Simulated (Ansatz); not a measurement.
Ga18HN18 (cell with a defect)

Input file:

```
crystal:
  lattice:
    - [-1.0e-10, 5.5743817708, -5.2431684095]
    - [4.8275562239, -2.7871908853, -5.2431684095]
    - [-4.8275562239, -2.7871908854, -5.2431684095]
  atoms:
    - { symbol: Ga, position: [0.9447328234, 0.2780661568, 0.2780661568] }
    - { symbol: Ga, position: [0.2780661568, 0.9447328234, 0.2780661568] }
    - { symbol: Ga, position: [0.9336447285, 0.6094024531, 0.942618494], spin: 0.1 }
    - { symbol: Ga, position: [0.6113994901, 0.6113994901, 0.2780661568] }
    - { symbol: Ga, position: [0.2780661568, 0.2780661568, 0.9447328234] }
    - { symbol: Ga, position: [0.9461337931, 0.9436843979, 0.6091358514], spin: 0.1 }
    - { symbol: Ga, position: [0.6147068862, 0.9375478101, 0.9437443181], spin: 0.1 }
    - { symbol: Ga, position: [0.2780661568, 0.6113994901, 0.6113994901] }
    - { symbol: Ga, position: [0.6113994901, 0.2780661568, 0.6113994901] }
    - { symbol: Ga, position: [0.8998324919, 0.8815440037, 0.2213103674], spin: 0.1 }
    - { symbol: Ga, position: [0.2225106012, 0.5558439345, 0.2225106012] }
    - { symbol: Ga, position: [0.8871372972, 0.223283296, 0.8850086934], spin: 0.1 }
    - { symbol: Ga, position: [0.5558439345, 0.2225106012, 0.2225106012] }
    - { symbol: Ga, position: [0.2141113503, 0.8940272783, 0.8936219585], spin: 0.1 }
    - { symbol: Ga, position: [0.8891772679, 0.5558439345, 0.5558439345] }
    - { symbol: Ga, position: [0.5558439345, 0.5558439345, 0.8891772679] }
    - { symbol: Ga, position: [0.2225106012, 0.2225106012, 0.5558439345] }
    - { symbol: Ga, position: [0.5558439345, 0.8891772679, 0.5558439345] }
    - { symbol: "N", position: [0.8191560655, 0.1524893988, 0.1524893988] }
    - { symbol: "N", position: [0.1524893988, 0.8191560655, 0.1524893988] }
    - { symbol: "N", position: [0.8191560655, 0.4858227321, 0.8191560655] }
    - { symbol: "N", position: [0.4858227321, 0.4858227321, 0.1524893988] }
    - { symbol: "N", position: [0.1524893988, 0.1524893988, 0.8191560655] }
    - { symbol: "N", position: [0.8191560655, 0.8191560655, 0.4858227321] }
    - { symbol: "N", position: [0.4858227321, 0.8191560655, 0.8191560655] }
    - { symbol: "N", position: [0.1524893988, 0.4858227321, 0.4858227321] }
    - { symbol: "N", position: [0.4858227321, 0.1524893988, 0.4858227321] }
    - { symbol: "N", position: [0.0969338432, 0.0969338432, 0.4302671766] }
    - { symbol: "N", position: [0.4302671766, 0.7636005099, 0.4302671766] }
    - { symbol: "N", position: [0.0969338432, 0.4302671766, 0.0969338432] }
    - { symbol: "N", position: [0.7636005099, 0.4302671766, 0.4302671766] }
    - { symbol: "N", position: [0.4302671766, 0.0969338432, 0.0969338432] }
    - { symbol: "N", position: [0.0958700593, 0.7753338029, 0.759312642], spin: 0.1 }
    - { symbol: "N", position: [0.7675903037, 0.768879331, 0.0833185332], spin: 0.1 }
    - { symbol: "N", position: [0.4302671766, 0.4302671766, 0.7636005099] }
    - { symbol: "N", position: [0.7676771498, 0.1008855511, 0.7649600268], spin: 0.1 }
    - { symbol: H, position: [0.9320391667, 0.9294724589, 0.9384157384], spin: 0.1 }
  host:
    lattice:
      - [3.2183708159, 0.0, 0.0]
      - [-1.609185408, 2.7871908854, 0.0]
      - [0.0, 0.0, 5.2431684095]
    atoms:
      - { symbol: Ga, position: [0.6666666667, 0.3333333333, 0.4991348631] }
      - { symbol: Ga, position: [0.3333333333, 0.6666666667, 0.9991348631] }
      - { symbol: "N", position: [0.6666666667, 0.3333333333, 0.8758651369] }
      - { symbol: "N", position: [0.3333333333, 0.6666666667, 0.3758651369] }
basis:
  ecutwfc: 420
  xc_grid: 2
kpoints:
  mp_grid: { grid: [2, 2, 2], shift: [0.5, 0.5, 0.5] }
hamiltonian:
  xc: pbe
scf:
  occupations: { method: gaussian, width: 0.01 }
output:
  forces: true
  stress: false
  eigenvalues: true
  populations: true
  charged_corrections:
    defect_position: [0.93055556, 0.93055556, 0.93055556]
    epsilon: [[10.4928, 0.0, 0.0], [0.0, 10.4928, 0.0], [0.0, 0.0, 11.6882]]
  write_density: true
  write_potential: true
  elf: true
  volumetric_format: npy
magnetization:
  spin_polarized: true
relax:
  adjacent_minimum: "off"
  f_tol: 0.025
  max_steps: 45
```

Launched as:

```sh
ansatz run input.yaml --threads 4 --pin off --max-ram 10240MiB --backend cpu --events-out ev --progress --plain --runs-dir out
```

The fields are those of the run's last geometry, not of the input's.

Spin-polarised.

Theory: DFT PBE, scalar-relativistic, plane waves, PAW in Ansatz.

> What can the converged valence pseudo-density, electron localisation function and spin density tell about the bonding?

Ga–N (1.96 Å): ρ at the midpoint is about 0.72 e/Å³; the ELF peaks at about 0.85 in the valence shell of N, 0.7 Å from its nucleus, and is about 0.45 at the midpoint.
Ga–H (2.03 Å): the density is about 0.32 e/Å³ at the midpoint; the ELF climbs to about 1 towards the hydrogen.
Ga–N (2.00 Å): the density is about 0.67 e/Å³ at the midpoint; the ELF peaks at about 0.85 in the valence shell of N, 0.7 Å from its nucleus, and is about 0.45 at the midpoint.
The spin density sits on H: +0.5 μB in one cell of 37 atoms, with smaller moments on other sites: N (up to +0.05 μB): with much of the spin spread outside that site. The cell of the calculation (37 atoms) carries 1.0 μB of net spin moment.

> Metal or insulator at this level of theory?

It is gapped, with a Kohn–Sham gap of 1.0 eV on the k-point mesh, an upper bound to the gap of this method.

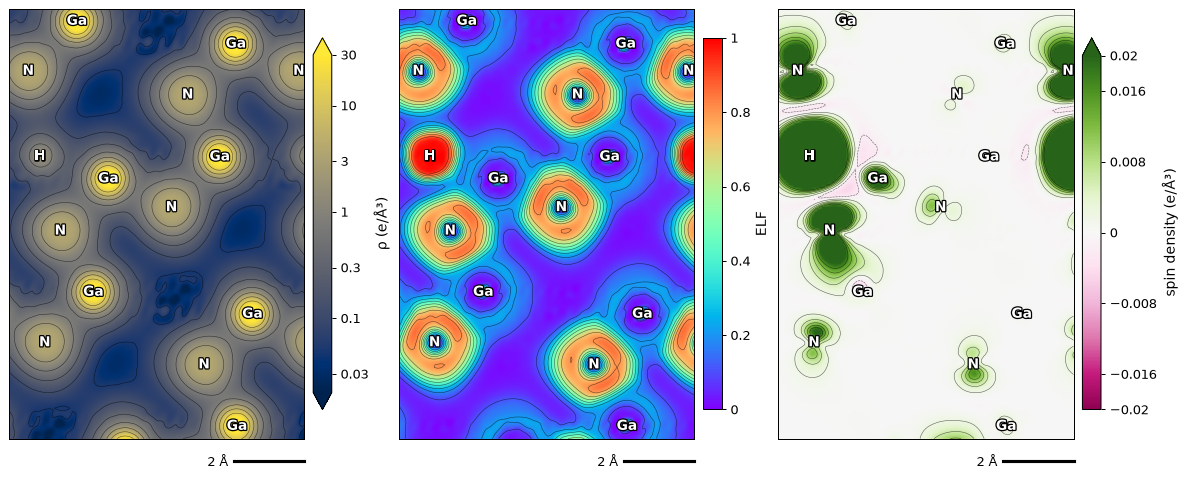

Computed valence pseudo-density, electron localisation function and spin density on the (101̄) plane of the calculation cell, in this order. 

The density is the valence pseudo-density of a PAW calculation; it isn't the true density close to the nuclei.
